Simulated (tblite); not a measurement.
**C2H4O2: molecular dynamics**

C2H4O2, SMILES CC(=O)O, computed with GFN2-xTB Langevin dynamics, gas phase (tblite 0.8.0).

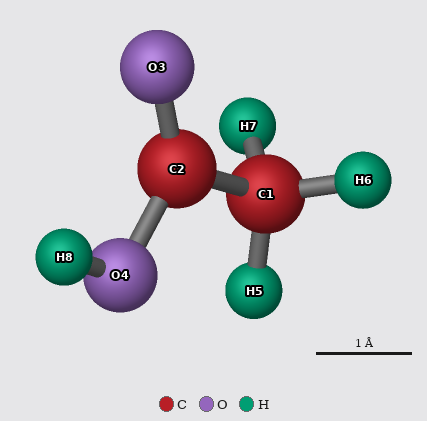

The starting structure (ball-and-stick view, seen at a tilt; atoms are numbered from 1 in the order of the input).

## Input file
```
{"job": {"dt": 0.5, "steps": 8000, "equilibration": 400, "friction": 0.05, "h_mass": 1.008, "temperature": 600, "xc": "GFN2-xTB", "basis": "xTB", "kind": "md"}, "charge": 0, "multiplicity": 1}
C     -0.131955     1.450361     2.478462
C      0.012112     2.724533     1.696273
O      1.028967     3.345225     1.547469
O     -1.153754     3.118912     1.166418
H     -1.113623     1.018386     2.314033
H     -0.000355     1.672128     3.535579
H      0.648600     0.754500     2.182334
H     -1.041626     3.946928     0.673285
```

The first line tells a small driver script what to run in tblite; the rest is the geometry in Å.

Command:
```bash
OMP_NUM_THREADS=1 python <driver script> task.json out
```

## Log
```
t/fs     T/K   E - E0/eV
     0.0    952.6     0.0000
   175.0    409.6     0.2157
   350.0    672.7     0.3583
   525.0    479.8     0.2903
   700.0    714.2     0.4643
   875.0    638.5     0.3828
  1050.0    362.8     0.5665
  1225.0    751.6     0.3915
  1400.0    811.5     0.4207
  1575.0    510.9     0.6096
  1750.0    919.4     0.3532
  1925.0    365.6     0.3994
  2100.0   1023.5     0.4473
  2275.0    572.8     0.4456
  2450.0    693.8     0.3150
  2625.0    484.3     0.4871
  2800.0    433.8     0.2414
  2975.0    471.4     0.5893
  3150.0    480.6     0.6259
  3325.0    599.8     0.4654
  3500.0    717.6     0.2859
  3675.0    544.6     0.3333
  3850.0    547.2     0.5475
  4025.0    483.3     0.5047
  4200.0    741.1     0.6274
```

## Trajectory as extended XYZ (Å, eV, eV/Å), 13 of the 25 frames kept, from step=0 to step=8400
```
8
Properties=species:S:1:pos:R:3:forces:R:3 step=0 time_fs=0.0 energy=-393.47206 temperature=952.6
C    -0.1320    1.4504    2.4785    0.0000  -0.0010   0.0010
C     0.0121    2.7245    1.6963    0.0010  -0.0020   0.0010
O     1.0290    3.3452    1.5475   -0.0010  -0.0010  -0.0020
O    -1.1538    3.1189    1.1664    0.0000   0.0000   0.0000
H    -1.1136    1.0184    2.3140    0.0030   0.0000  -0.0010
H    -0.0004    1.6721    3.5356   -0.0020   0.0010  -0.0020
H     0.6486    0.7545    2.1823   -0.0010   0.0010   0.0020
H    -1.0416    3.9469    0.6733    0.0000   0.0020   0.0000
8
Properties=species:S:1:pos:R:3:forces:R:3 step=700 time_fs=350.0 energy=-393.11374 temperature=672.7
C    -0.7013    1.5145    2.5004   -1.8070   1.3670  -1.1140
C    -0.3303    2.8441    1.8877    1.1710   0.0590   0.6040
O     0.7548    3.0639    1.4234    0.4020   0.1190  -0.0230
O    -1.3062    3.7247    1.8206   -1.2890   0.2430   0.6690
H    -1.1010    1.1879    1.5245   -0.2710  -1.1460   0.7090
H    -1.4854    1.5533    3.2891    0.6510   0.0350  -0.7680
H     0.1676    1.0019    2.7812    0.8770  -0.7360   0.3270
H    -1.0222    4.6251    1.6299    0.2660   0.0580  -0.4040
8
Properties=species:S:1:pos:R:3:forces:R:3 step=1400 time_fs=700.0 energy=-393.00779 temperature=714.2
C    -0.1130    1.7090    3.0924   -0.6950  -1.7680   1.8820
C    -0.0857    2.4971    1.8450   -0.4900  -0.4170   0.9820
O     0.5814    2.1917    0.9208    0.9270  -0.1390  -1.7230
O    -0.9159    3.4906    1.9196   -1.2660   0.9900   1.3660
H    -0.2090    0.6537    2.7086    0.2820   0.7860   0.7610
H    -0.9394    1.8618    3.9014    1.2840   0.1910  -1.7990
H     0.8502    1.8440    3.5878   -0.0960  -0.3090   0.0200
H    -1.2502    3.8852    1.1366    0.0540   0.6660  -1.4890
8
Properties=species:S:1:pos:R:3:forces:R:3 step=2100 time_fs=1050.0 energy=-392.90558 temperature=362.8
C    -0.9596    2.0320    2.3671    1.7380  -1.9700  -0.6570
C    -0.0931    2.9259    1.5444   -0.6110  -0.0930  -0.4920
O     0.9300    2.7042    1.0095    2.2540  -1.0450  -0.6730
O    -0.7086    4.0607    1.3784   -3.1440   0.4050   2.0990
H    -1.9469    2.0649    1.9725   -0.5870  -0.5720  -0.5800
H    -1.0481    2.4838    3.2964    0.0760   0.5300   1.9850
H    -0.4466    0.9997    2.4388   -1.1900   1.5370  -0.1160
H    -0.5413    4.7806    0.8264    1.4640   1.2080  -1.5650
8
Properties=species:S:1:pos:R:3:forces:R:3 step=2800 time_fs=1400.0 energy=-393.05137 temperature=811.5
C    -0.9386    1.2285    1.5063   -2.8990   1.5550  -0.7580
C    -0.1858    2.4895    1.6207   -0.5230   1.5610  -0.4800
O     0.8892    2.6706    1.1120   -0.2680   0.5000   0.8360
O    -0.9925    3.5500    2.1290    2.0150  -1.7160  -0.8830
H    -1.1946    1.2088    0.3996    0.5480  -0.5580   1.0860
H    -1.9492    1.4734    1.9730    1.2100  -0.9850  -0.1080
H    -0.4211    0.3762    1.8613    0.1350  -0.6040   0.1210
H    -0.4475    4.3383    2.0002   -0.2170   0.2470   0.1860
8
Properties=species:S:1:pos:R:3:forces:R:3 step=3500 time_fs=1750.0 energy=-393.11883 temperature=919.4
C     0.0058    1.2605    1.9551   -0.0410  -2.5510   2.3180
C     0.2734    2.6335    1.5910   -1.2510   0.9330  -1.4810
O     1.3356    3.0378    1.2073   -0.2020   0.5100   0.4460
O    -0.9106    3.2944    1.4302    1.0800   0.9850  -0.1640
H    -0.1777    0.7045    1.0299    0.5410  -0.0510   0.1940
H    -0.8832    0.9783    2.6065    0.8670   1.0500  -0.7190
H     0.9156    0.9434    2.5405   -0.7810  -0.3360  -0.9330
H    -0.7435    4.1754    1.0160   -0.2140  -0.5400   0.3380
8
Properties=species:S:1:pos:R:3:forces:R:3 step=4200 time_fs=2100.0 energy=-393.02477 temperature=1023.5
C     0.5371    0.7793    1.7595   -1.2060   1.3300   0.7190
C     0.2137    2.3063    1.5723    1.3800  -1.9130  -0.6870
O     1.0413    3.1564    1.5469    1.1370   1.0490   0.3910
O    -1.0233    2.5195    1.2585   -2.5630   2.1240  -0.8980
H    -0.4258    0.2823    1.7064   -0.0160  -0.2290   0.5250
H     1.1084    0.6152    2.6736   -0.4880   0.1270   0.1050
H     1.1274    0.3466    0.9985    0.6780   0.1940  -1.1160
H    -1.2791    3.5303    0.9711    1.0780  -2.6820   0.9600
8
Properties=species:S:1:pos:R:3:forces:R:3 step=4900 time_fs=2450.0 energy=-393.15705 temperature=693.8
C     0.3013    0.3290    1.3824   -1.4890   0.4770  -1.5310
C     0.0001    1.7926    1.5947   -1.4280  -1.9530  -0.1120
O     0.9095    2.5110    1.7760    2.1240   2.5080   0.3880
O    -1.2623    2.2274    1.6552    0.2690   0.8040  -0.1410
H    -0.2992   -0.1159    0.5437    0.5790   0.4420   0.6900
H     0.0214   -0.1806    2.2753    0.2680  -0.5210   0.5470
H     1.3500    0.3957    1.1363    0.1950  -0.8480   0.1680
H    -1.1644    3.2133    1.7691   -0.5170  -0.9090  -0.0090
8
Properties=species:S:1:pos:R:3:forces:R:3 step=5600 time_fs=2800.0 energy=-393.23066 temperature=433.8
C     0.4839    0.0491    0.8919    1.2490   1.0860  -0.2550
C     0.3328    1.5740    1.0390   -0.4590   1.6410   0.4600
O     1.1762    2.4197    1.2898   -0.4780  -1.7950  -0.4020
O    -0.9597    2.0337    0.8815    0.5140  -0.6610  -0.2230
H     1.1157   -0.0949   -0.0195   -0.5790   0.0770   0.4970
H    -0.4801   -0.4403    0.7460    0.3540   0.1630   0.3600
H     1.1365   -0.3395    1.7198   -1.0460   0.3160  -0.5790
H    -1.0432    3.0176    0.8927    0.4450  -0.8270   0.1410
8
Properties=species:S:1:pos:R:3:forces:R:3 step=6300 time_fs=3150.0 energy=-392.84619 temperature=480.6
C     0.3338   -0.0220    1.2160   -0.6250   0.8910   3.6060
C     0.1397    1.4073    0.8295   -1.1310   2.1710   0.2360
O     0.9507    2.3157    0.7847   -1.1760  -1.7300  -0.3770
O    -1.2454    1.6906    0.8111    1.9020  -2.3600   0.1160
H     0.6337   -0.7677    0.5316    0.1630  -0.2100  -0.7960
H    -0.6789   -0.3278    1.7585    2.1170   0.3690  -1.1620
H     1.1626    0.1149    2.0330   -1.3160  -0.7760  -1.2650
H    -1.5180    2.5495    0.5697    0.0660   1.6450  -0.3580
8
Properties=species:S:1:pos:R:3:forces:R:3 step=7000 time_fs=3500.0 energy=-393.18617 temperature=717.6
C    -0.3803    0.4056    1.6330   -0.0390  -1.4370  -1.2910
C     0.2723    1.4293    0.7507   -1.9990   1.6260   0.2100
O     1.4174    1.6899    0.6519    1.9460  -0.3940  -0.1000
O    -0.6399    2.2195    0.1158   -0.7900  -0.7220  -0.1050
H    -0.9463    0.7205    2.4985   -0.2530   0.4630  -0.4320
H     0.4068   -0.2235    1.9946    0.6750  -0.3030   0.4200
H    -0.9584   -0.2860    0.9502    0.0460   0.9570   0.8070
H    -0.3248    2.7953   -0.6033    0.4150  -0.1900   0.4910
8
Properties=species:S:1:pos:R:3:forces:R:3 step=7700 time_fs=3850.0 energy=-392.92453 temperature=547.2
C     0.2151    0.2017    2.0451   -1.3930   3.2830   0.2250
C     0.6185    1.4186    1.0615   -1.8140  -4.1140   0.6940
O     1.7438    1.7000    0.8584    1.5920   1.2400   0.0540
O    -0.4068    1.7713    0.2946    0.1360   1.0040   0.3340
H    -0.7913   -0.2563    1.7256    1.7730   0.7870   0.7120
H     0.1802    0.7569    3.0733   -0.4030  -1.2430  -1.5830
H     1.0444   -0.4491    2.0894    0.4530  -0.7960  -0.1310
H    -0.0952    2.5398   -0.2182   -0.3450  -0.1610  -0.3040
8
Properties=species:S:1:pos:R:3:forces:R:3 step=8400 time_fs=4200.0 energy=-392.84469 temperature=741.1
C     0.0996    0.5735    2.3052   -0.2030  -1.0400  -2.4260
C     0.2686    1.4961    1.0806    0.7340   0.3250  -1.4650
O     1.3418    1.9769    0.7896   -0.3960  -0.2110   0.3990
O    -0.7989    1.8173    0.2439   -0.2230  -2.4740   3.3230
H    -0.7912   -0.0884    2.0899    0.3950   1.3740   1.0810
H     0.1923    1.3345    3.0731   -0.6380  -0.8180   0.5720
H     0.9227   -0.2124    2.3597   -0.5300   1.5200  -0.0860
H    -0.5622    2.4078   -0.4265    0.8610   1.3230  -1.3970
```

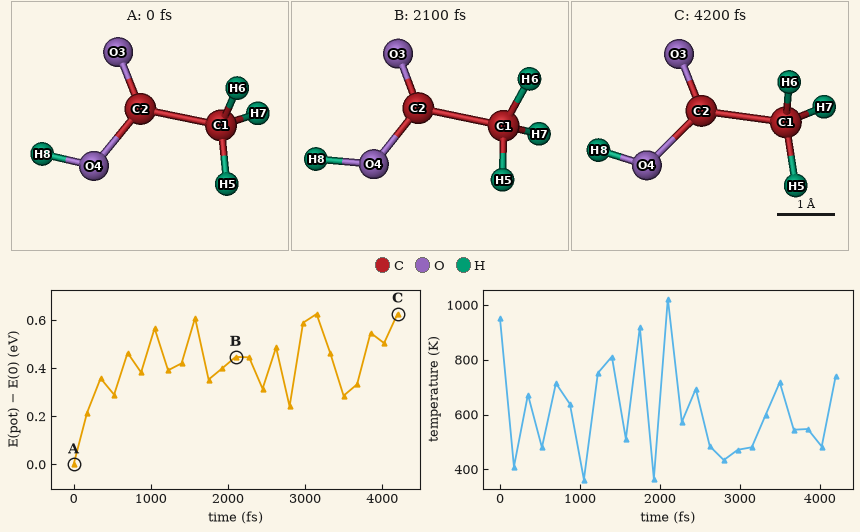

Frames of the molecular dynamics (ball-and-stick, seen at a tilt) above the curves, on which the letters mark them. The trajectory kept here has 25 frames over 4200 fs. The temperature starts at 953 K, ranges from 363 to 1024 K and averages 600 K over the second half. The potential energy ends 0.627 eV above its first value. After an unweighted best fit of the last frame on the first, the root-mean-square displacement is 0.14 Å.

## Key numbers

| quantity | value |
| --- | --- |
| outcome | finished |
| mean temperature over the second half | 600 K |
| trajectory | 25 frames kept, 4200 fs |
| hardware | 1 CPU thread, shared host |
| wall time | 17 s |
| peak memory | 0.43 GiB |
